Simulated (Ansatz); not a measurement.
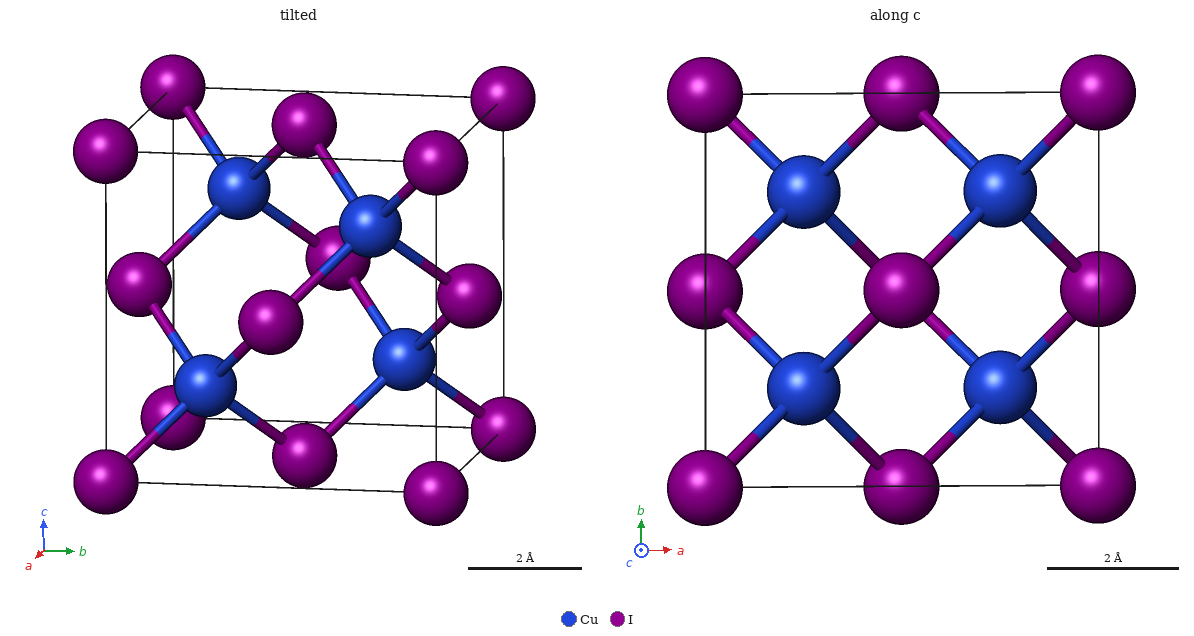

The image is a ball-and-stick drawing of a crystal, viewed slightly off an axis and along the c axis. One drawn cell (a repeat of the simulation cell) is outlined, and atoms on its boundary appear in each equivalent place.

CuI, a = 6.012 Å, b = 6.012 Å, c = 6.012 Å, α = 89.66°, β = 89.66°, γ = 89.66°. Strictly the space group is R3m (No. 160, within 0.01 Å). It is a distorted form of a face-centred cubic structure, space group F-43m (No. 216) within 0.25 Å: zinc blende (sphalerite type). The initial geometry was a structure type filled with these elements by a generator (whether the compound takes this form wasn't checked). The cell was then strained or its atoms displaced on purpose. It went into a calculation with Ansatz.

This one geometry was computed with Ansatz (DFT, plane waves, PAW) at three levels of theory: r2SCAN, HSE06 and PBE. It was relaxed with r2SCAN and then strained.

Question: How does the band gap change with the level of theory?

Answer: PBE: a gap of 1.18 eV, direct; r2SCAN: a gap of 1.68 eV, direct; HSE06: a gap of 2.68 eV, direct.

Question: Collect the results in a table.

Answer:
| level | cutoff (eV) | k-mesh of the run's cell | gap (eV) | pressure (GPa) |
| --- | --- | --- | --- | --- |
| r2SCAN | 500 | 8×8×8 | 1.68 | 0.2 |
| HSE06 | 420 | 6×6×6 | 2.68 | 1.7 |
| PBE | 420 | 8×8×8 | 1.18 | 1.4 |

Gaps are taken on the k-mesh or band path of each run.
